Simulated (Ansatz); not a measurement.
## Geometry relaxation of W (part 1 of 2)

The run: geometry relaxation of W (slab, 4 atoms in the cell). Method and program: DFT r2SCAN, scalar-relativistic, plane waves, PAW, no spin polarisation (Ansatz 0.2.0).

The structure derives from an entry of the Crystallography Open Database. The input holds or restrains some coordinates. Forces given for the steps count only the free coordinates. It belongs to a series of runs on one base structure; here: clean slab, lower half held. Figures and captions count atoms from 1; the log counts them from 0 in places.

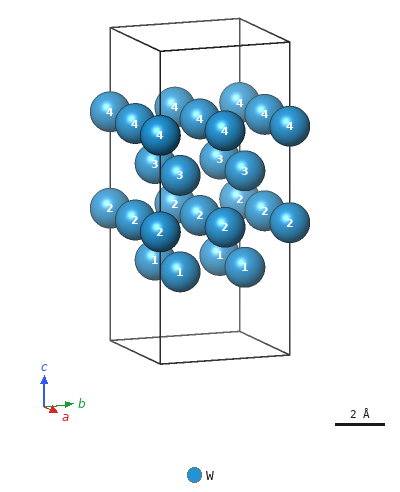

Figure 1. The starting structure (spheres-only view of the 2 × 2 repeat of the cell, with the vacuum cut short, seen slightly off an axis; atoms are numbered from 1 in the order of the input). An atom can appear more than once, as a periodic image.

Input:
```yaml
crystal:
  lattice:
    - [2.8405558792, 0.0, 0.0]
    - [0.0, 2.8405558792, 0.0]
    - [0.0, 0.0, 23.0257289735]
  atoms:
    - { symbol: W, position: [0.5, 0.5, 0.3691522648] }
    - { symbol: W, position: [0.0, 0.0, 0.4563840883] }
    - { symbol: W, position: [0.5, 0.5, 0.5436159117] }
    - { symbol: W, position: [0.0, 0.0, 0.6308477352] }
basis:
  ecutwfc: 500
kpoints:
  mp_grid: { grid: [10, 10, 1] }
hamiltonian:
  xc: r2scan
scf:
  occupations: { method: gaussian, width: 0.1 }
output:
  forces: true
  eigenvalues: true
  write_density: true
  write_potential: true
  elf: true
  volumetric_format: npy
relax:
  adjacent_minimum: "off"
  f_tol: 0.03
  max_steps: 70
  constraints: [{ sites: [0, 1] }]
efield:
  axis: 3
  dipole_correction: true
  ramp_width: 0.04
```

Run on 2 threads of Arm Neoverse V2, 24 GiB of memory available, shared host.

Launched with:
```bash
ansatz run input.yaml --threads 2 --pin off --max-ram 5120MiB --backend cpu --events-out ev --progress --plain --runs-dir out
```

Log:
```
Engine: ansatz 0.2.0, aarch64-unknown-linux-gnu
Pseudopotentials: kind: paw
Pseudopotential: W, paw, valence charge 14, recommended cutoff 500 eV (meta_gga), W.paw.azcp
Functional definition: r2SCAN
  parameter k0 = 0.174
  parameter k1 = 0.065
  parameter a1 = 4.9479
  exchange = r2scan_x(k0 = k0, k1 = k1, a1 = a1)
  correlation = r2scan_c
Crystal: 4 atoms, lattice volume = 185.789 Å³
Basis set: ecut = 500 eV, 4763 PW (Γ), exchange–correlation on 96×96×720 points (64 copies of the dense FFT grid, shifted against one another)
Bands: 34, of which v1, the nominal top of the filled ones, is band 28 counted from 1 (27 counted from 0)
Symmetry: 8 space group operations
k-points: 21 of 100
Non-local potential: W, projectors of the file, l = 0: 3, l = 1: 2, l = 2: 2, l = 3: 1
PAW form: soft (Blöchl's): semilocal exchange-correlation on the pseudo side does not see the compensation charge
PAW frozen core: W, regenerated for the run's functional (the file was generated under x = pbe(κ = 0.804, μ = 0.2195149727645171), c = pbe(β = 0.06672455060314922))
PAW one-centre angular grid: W, 590 points (default); XC on 160 Gauss nodes
Initial density: superposition of atomic densities (neutral atoms: chi_scale 0, normalization atom), corrected by the library's trained network
Initial wavefunctions: pseudopotential atomic-orbital guess
Functional: x = r2scan, c = r2scan; τ floored in thin density (d = 2e-4 eV/Å³)
SCF iter   1: F=—  HF=-41583.512405 eV  |F-HF|=—  |Δ(HF+E_count)|=         —  Δρ=1.56e-2  dr2=4.87e0  dr2_τ=2.31e-1  ethr=1.77e-3  p=-0.000 e·Å  D=-2.04e-14 V/Å  ΔV_dip=0.00 eV  dr2_dipole=3.37e-7  V_vac-E_F(+/−)=4.93/4.93 eV  ⟨swp⟩=8.1  Hψ=3576  notcnv=0
efield: sawtooth ramp at fractional position 0.9800 (placed from the atoms, in the widest stretch of the axis that holds none; the zero of the levels goes with the place), width 0.0400; the density the first Hamiltonian is built on has a dipole p = -0.000 e·Å; the dipole correction subtracts the counter field D = -2.04e-14 V/Å, which shifts the + side's vacuum level by +0.00 eV against the − side's; the planar-averaged density in the ramp window peaks in size at 4.5e-6 e/Å³
preconditioner: auto → LDOS  [metal: Δε(μ)=0.046 eV  Ē_g=4.254 eV  σ=0.100 eV  W_gap=0.25  n_scr=28 (ndim 8)  ℏωp=13.3 eV  f_vac=0.562  D(μ)=7.70/eV (n_scr^D=64)  β→1.0]
SCF iter   2: F=—  HF=-41583.365962 eV  |F-HF|=—  |Δ(HF+E_count)|=   1.46e-1  Δρ=3.86e-3  dr2=1.60e-1  dr2_τ=3.37e-2  ethr=1.77e-3  p=-0.000 e·Å  D=-1.74e-5 V/Å  ΔV_dip=0.00 eV  dr2_dipole=6.52e-8  V_vac-E_F(+/−)=4.76/4.76 eV  ⟨swp⟩=2.2  Hψ=991  notcnv=0  defer=20
SCF iter   3: F=—  HF=-41583.389551 eV  |F-HF|=—  |Δ(HF+E_count)|=   2.36e-2  Δρ=1.60e-3  dr2=5.05e-2  dr2_τ=2.05e-4  ethr=2.85e-4  p=-0.000 e·Å  D=-3.26e-6 V/Å  ΔV_dip=0.00 eV  dr2_dipole=1.92e-8  V_vac-E_F(+/−)=4.77/4.77 eV  ⟨swp⟩=2.0  Hψ=874  notcnv=0  defer=20
SCF iter   4: F=—  HF=-41583.388224 eV  |F-HF|=—  |Δ(HF+E_count)|=   1.33e-3  Δρ=4.10e-4  dr2=2.13e-3  dr2_τ=4.09e-5  ethr=9.02e-5  p=-0.000 e·Å  D=-8.10e-6 V/Å  ΔV_dip=0.00 eV  dr2_dipole=1.35e-8  V_vac-E_F(+/−)=4.74/4.74 eV  ⟨swp⟩=1.5  Hψ=736  notcnv=0  defer=20
SCF iter   5: F=—  HF=-41583.388386 eV  |F-HF|=—  |Δ(HF+E_count)|=   1.62e-4  Δρ=1.37e-4  dr2=9.95e-5  dr2_τ=6.47e-6  ethr=3.80e-6  p=-0.000 e·Å  D=-1.85e-6 V/Å  ΔV_dip=0.00 eV  dr2_dipole=3.52e-11  V_vac-E_F(+/−)=4.74/4.74 eV  ⟨swp⟩=2.5  Hψ=980  notcnv=0  defer=20
SCF iter   6: F=-41583.388379 eV  HF=-41583.388387 eV  |F-HF|=7.94e-6  |Δ(HF+E_count)|=   5.83e-7  Δρ=4.33e-5  dr2=1.21e-5  dr2_τ=5.39e-7  ethr=4.02e-8  p=-0.000 e·Å  D=-1.20e-6 V/Å  ΔV_dip=0.00 eV  dr2_dipole=3.01e-11  V_vac-E_F(+/−)=4.74/4.74 eV  ⟨swp⟩=22.0  Hψ=8763  notcnv=0
SCF 1 converged in 6 iterations: F = -41583.388379 eV  dr2 = 1.21e-5
  greatest PAW one-centre occupation: 0.999 electrons in one spin orbital (limit 2), on the W atom at site 3 (counted from 0), in its partial waves of l = 0
relax step   1: F+E_penalty+E_count = -41583.38837865 eV  Δ(F+E_penalty+E_count) = +0.000e0 eV  max|allowed force component| = 2.712e-1 eV/Å  Δτ_max = 0.0000 Å  (6 SCF iters, dr2 threshold 2.25e-5 eV, accepted)
Initial density: handed on by an earlier stage of this run
Initial wavefunctions: those handed on with the density
iter 1 solved again at ethr=7.33e-4 eV; its pass at ethr=3.10e-3 eV (dr2=4.10e-1 eV) is discarded
SCF iter   1: F=—  HF=-41583.269405 eV  |F-HF|=—  |Δ(HF+E_count)|=         —  Δρ=5.09e-3  dr2=4.29e-1  dr2_τ=4.14e-1  ethr=7.33e-4  p=-0.000 e·Å  D=-1.39e-6 V/Å  ΔV_dip=0.00 eV  dr2_dipole=5.99e-2  V_vac-E_F(+/−)=4.75/4.75 eV  ⟨swp⟩=1.7  Hψ=2341  notcnv=0  defer=20
efield: sawtooth ramp at fractional position 0.9800 (handed on by an earlier solve), width 0.0400; the density the first Hamiltonian is built on has a dipole p = -0.000 e·Å; the dipole correction subtracts the counter field D = -1.39e-6 V/Å, which shifts the + side's vacuum level by +0.00 eV against the − side's; the planar-averaged density in the ramp window peaks in size at 1.0e-6 e/Å³
preconditioner: auto → LDOS  [metal: Δε(μ)=0.005 eV  Ē_g=4.203 eV  σ=0.100 eV  W_gap=0.03  n_scr=28 (ndim 8)  ℏωp=13.3 eV  f_vac=0.561  D(μ)=4.92/eV (n_scr^D=16)  β→1.0]
SCF iter   2: F=—  HF=-41583.381940 eV  |F-HF|=—  |Δ(HF+E_count)|=   1.13e-1  Δρ=3.04e-3  dr2=4.96e-2  dr2_τ=5.12e-3  ethr=7.33e-4  p=0.007 e·Å  D=6.60e-3 V/Å  ΔV_dip=-0.15 eV  dr2_dipole=4.12e-3  V_vac-E_F(+/−)=4.60/4.75 eV  ⟨swp⟩=2.3  Hψ=1062  notcnv=0  defer=20
SCF iter   3: F=—  HF=-41583.377352 eV  |F-HF|=—  |Δ(HF+E_count)|=   4.59e-3  Δρ=1.07e-3  dr2=1.40e-2  dr2_τ=3.81e-4  ethr=8.86e-5  p=0.004 e·Å  D=3.64e-3 V/Å  ΔV_dip=-0.08 eV  dr2_dipole=2.26e-3  V_vac-E_F(+/−)=4.66/4.74 eV  ⟨swp⟩=3.0  Hψ=1334  notcnv=0  defer=20
SCF iter   4: F=—  HF=-41583.377472 eV  |F-HF|=—  |Δ(HF+E_count)|=   1.20e-4  Δρ=4.48e-4  dr2=2.78e-3  dr2_τ=2.07e-5  ethr=2.50e-5  p=0.004 e·Å  D=4.08e-3 V/Å  ΔV_dip=-0.09 eV  dr2_dipole=4.70e-4  V_vac-E_F(+/−)=4.65/4.74 eV  ⟨swp⟩=1.8  Hψ=806  notcnv=0  defer=20
SCF iter   5: F=—  HF=-41583.377516 eV  |F-HF|=—  |Δ(HF+E_count)|=   4.39e-5  Δρ=1.18e-4  dr2=4.68e-5  dr2_τ=1.66e-6  ethr=4.97e-6  p=0.005 e·Å  D=4.47e-3 V/Å  ΔV_dip=-0.10 eV  dr2_dipole=4.33e-6  V_vac-E_F(+/−)=4.64/4.74 eV  ⟨swp⟩=1.7  Hψ=787  notcnv=0  defer=23
SCF iter   6: F=—  HF=-41583.377525 eV  |F-HF|=—  |Δ(HF+E_count)|=   8.90e-6  Δρ=4.53e-5  dr2=7.87e-6  dr2_τ=5.38e-7  ethr=8.36e-8  p=0.005 e·Å  D=4.61e-3 V/Å  ΔV_dip=-0.11 eV  dr2_dipole=1.90e-7  V_vac-E_F(+/−)=4.64/4.74 eV  ⟨swp⟩=2.7  Hψ=1055  notcnv=0  defer=23
SCF iter   7: F=-41583.377524 eV  HF=-41583.377527 eV  |F-HF|=3.36e-6  |Δ(HF+E_count)|=   2.18e-6  Δρ=1.90e-5  dr2=3.13e-6  dr2_τ=1.21e-7  ethr=8.21e-9  p=0.005 e·Å  D=4.72e-3 V/Å  ΔV_dip=-0.11 eV  dr2_dipole=5.63e-7  V_vac-E_F(+/−)=4.63/4.74 eV  ⟨swp⟩=19.8  Hψ=7308  notcnv=0
SCF 2 converged in 7 iterations: F = -41583.377524 eV  dr2 = 3.13e-6
  greatest PAW one-centre occupation: 0.999 electrons in one spin orbital (limit 2), on the W atom at site 0 (counted from 0), in its partial waves of l = 0
relax step   2: F+E_penalty+E_count = -41583.37752360 eV  Δ(F+E_penalty+E_count) = +1.086e-2 eV  max|allowed force component| = 6.272e-1 eV/Å  Δτ_max = 0.0420 Å  (7 SCF iters, dr2 threshold 4.60e-6 eV, rejected (line search))
iter 1 solved again at ethr=4.29e-4 eV; its pass at ethr=3.10e-3 eV (dr2=2.40e-1 eV) is discarded
SCF iter   1: F=—  HF=-41583.343524 eV  |F-HF|=—  |Δ(HF+E_count)|=         —  Δρ=3.40e-3  dr2=2.31e-1  dr2_τ=1.72e-1  ethr=4.29e-4  p=0.005 e·Å  D=4.72e-3 V/Å  ΔV_dip=-0.11 eV  dr2_dipole=4.35e-2  V_vac-E_F(+/−)=4.63/4.74 eV  ⟨swp⟩=1.4  Hψ=2080  notcnv=0  defer=22
efield: sawtooth ramp at fractional position 0.9800 (handed on by an earlier solve), width 0.0400; the density the first Hamiltonian is built on has a dipole p = 0.005 e·Å; the dipole correction subtracts the counter field D = 4.72e-3 V/Å, which shifts the + side's vacuum level by -0.11 eV against the − side's; the planar-averaged density in the ramp window peaks in size at 4.3e-7 e/Å³
preconditioner: auto → LDOS  [metal: Δε(μ)=0.025 eV  Ē_g=4.188 eV  σ=0.100 eV  W_gap=0.14  n_scr=28 (ndim 8)  ℏωp=13.3 eV  f_vac=0.561  D(μ)=5.46/eV (n_scr^D=36)  β→1.0]
SCF iter   2: F=—  HF=-41583.392299 eV  |F-HF|=—  |Δ(HF+E_count)|=   4.88e-2  Δρ=1.86e-3  dr2=1.90e-2  dr2_τ=1.98e-3  ethr=4.12e-4  p=0.001 e·Å  D=5.98e-4 V/Å  ΔV_dip=-0.01 eV  dr2_dipole=1.80e-3  V_vac-E_F(+/−)=4.74/4.75 eV  ⟨swp⟩=2.1  Hψ=997  notcnv=0  defer=22
SCF iter   3: F=—  HF=-41583.391166 eV  |F-HF|=—  |Δ(HF+E_count)|=   1.13e-3  Δρ=6.87e-4  dr2=4.39e-3  dr2_τ=2.44e-4  ethr=3.40e-5  p=0.002 e·Å  D=2.42e-3 V/Å  ΔV_dip=-0.06 eV  dr2_dipole=3.04e-4  V_vac-E_F(+/−)=4.69/4.75 eV  ⟨swp⟩=3.1  Hψ=1339  notcnv=0  defer=22
SCF iter   4: F=—  HF=-41583.391119 eV  |F-HF|=—  |Δ(HF+E_count)|=   4.63e-5  Δρ=2.39e-4  dr2=4.21e-4  dr2_τ=5.41e-6  ethr=7.84e-6  p=0.002 e·Å  D=1.89e-3 V/Å  ΔV_dip=-0.04 eV  dr2_dipole=3.89e-5  V_vac-E_F(+/−)=4.71/4.75 eV  ⟨swp⟩=2.0  Hψ=902  notcnv=0  defer=22
SCF iter   5: F=—  HF=-41583.391161 eV  |F-HF|=—  |Δ(HF+E_count)|=   4.20e-5  Δρ=5.93e-5  dr2=1.35e-5  dr2_τ=9.39e-7  ethr=7.52e-7  p=0.002 e·Å  D=1.75e-3 V/Å  ΔV_dip=-0.04 eV  dr2_dipole=3.43e-6  V_vac-E_F(+/−)=4.71/4.75 eV  ⟨swp⟩=2.1  Hψ=851  notcnv=0  defer=22
SCF iter   6: F=—  HF=-41583.391228 eV  |F-HF|=—  |Δ(HF+E_count)|=   6.67e-5  Δρ=2.30e-5  dr2=3.00e-6  dr2_τ=7.94e-8  ethr=2.42e-8  p=0.002 e·Å  D=1.75e-3 V/Å  ΔV_dip=-0.04 eV  dr2_dipole=6.99e-7  V_vac-E_F(+/−)=4.71/4.75 eV  ⟨swp⟩=2.8  Hψ=1323  notcnv=0  defer=22
SCF iter   7: F=—  HF=-41583.391228 eV  |F-HF|=—  |Δ(HF+E_count)|=   2.69e-7  Δρ=7.68e-6  dr2=2.33e-7  dr2_τ=2.37e-8  ethr=5.35e-9  p=0.002 e·Å  D=1.72e-3 V/Å  ΔV_dip=-0.04 eV  dr2_dipole=4.96e-8  V_vac-E_F(+/−)=4.71/4.75 eV  ⟨swp⟩=2.0  Hψ=921  notcnv=0  defer=22
SCF iter   8: F=-41583.391228 eV  HF=-41583.391228 eV  |F-HF|=4.42e-9  |Δ(HF+E_count)|=   1.04e-8  Δρ=2.44e-6  dr2=1.73e-8  dr2_τ=3.72e-10  ethr=1.79e-10  p=0.002 e·Å  D=1.73e-3 V/Å  ΔV_dip=-0.04 eV  dr2_dipole=6.72e-10  V_vac-E_F(+/−)=4.71/4.75 eV  ⟨swp⟩=17.5  Hψ=6543  notcnv=0
SCF 3 converged in 8 iterations: F = -41583.391228 eV  dr2 = 1.73e-8
relax step   3: F+E_penalty+E_count = -41583.39122844 eV  Δ(F+E_penalty+E_count) = -2.850e-3 eV  max|allowed force component| = 2.996e-2 eV/Å  Δτ_max = 0.0205 Å  (8 SCF iters, accepted)
iter 1 solved again at ethr=3.10e-11 eV; its pass at ethr=3.10e-3 eV (dr2=1.73e-8 eV) is discarded
SCF iter   1: F=—  HF=-41583.391228 eV  |F-HF|=—  |Δ(HF+E_count)|=         —  Δρ=2.44e-6  dr2=1.73e-8  dr2_τ=3.72e-10  ethr=3.10e-11  p=0.002 e·Å  D=1.73e-3 V/Å  ΔV_dip=-0.04 eV  dr2_dipole=6.72e-10  V_vac-E_F(+/−)=4.71/4.75 eV  ⟨swp⟩=1.0  Hψ=2820  notcnv=0
efield: sawtooth ramp at fractional position 0.9800 (kept from the solve that this one continues, or follows in the run), width 0.0400; the density the first Hamiltonian is built on has a dipole p = 0.002 e·Å; the dipole correction subtracts the counter field D = 1.73e-3 V/Å, which shifts the + side's vacuum level by -0.04 eV against the − side's; the planar-averaged density in the ramp window peaks in size at 5.5e-7 e/Å³
preconditioner: auto → LDOS  [metal: Δε(μ)=0.013 eV  Ē_g=4.191 eV  σ=0.100 eV  W_gap=0.07  n_scr=28 (ndim 8)  ℏωp=13.3 eV  f_vac=0.561  D(μ)=5.19/eV (n_scr^D=28)  β→1.0]
SCF iter   2: F=-41583.391228 eV  HF=-41583.391228 eV  |F-HF|=3.67e-9  |Δ(HF+E_count)|=   8.59e-9  Δρ=9.12e-7  dr2=4.02e-9  dr2_τ=2.25e-10  ethr=3.09e-11  p=0.002 e·Å  D=1.73e-3 V/Å  ΔV_dip=-0.04 eV  dr2_dipole=9.10e-10  V_vac-E_F(+/−)=4.71/4.75 eV  ⟨swp⟩=11.0  Hψ=4984  notcnv=0
SCF 4 converged in 2 iterations: F = -41583.391228 eV  dr2 = 4.02e-9
```

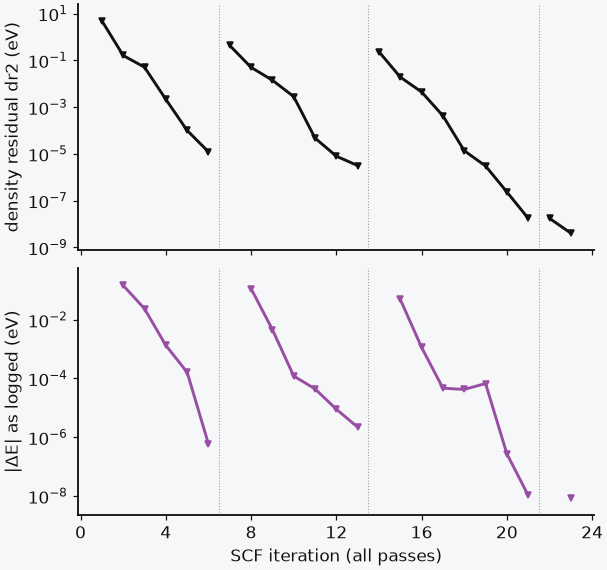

Figure 2. Convergence of the self-consistent field: density residual dr2 and size of the energy change against the SCF iteration. Dotted lines part the SCF passes that the log prints in full.

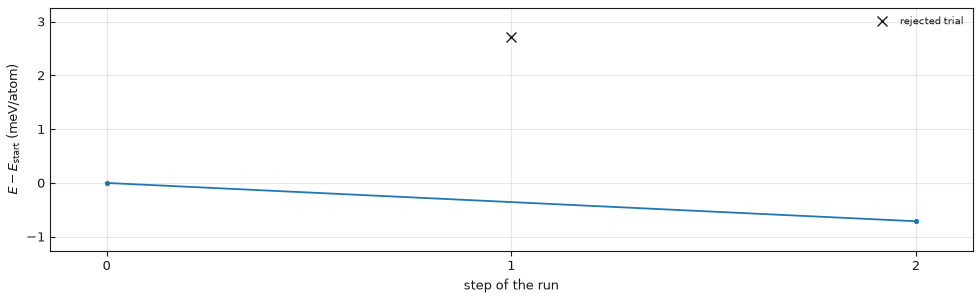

Figure 3. Progress of the restrained relaxation, step by step (the first geometry is step 0 here and step 1 in the log).
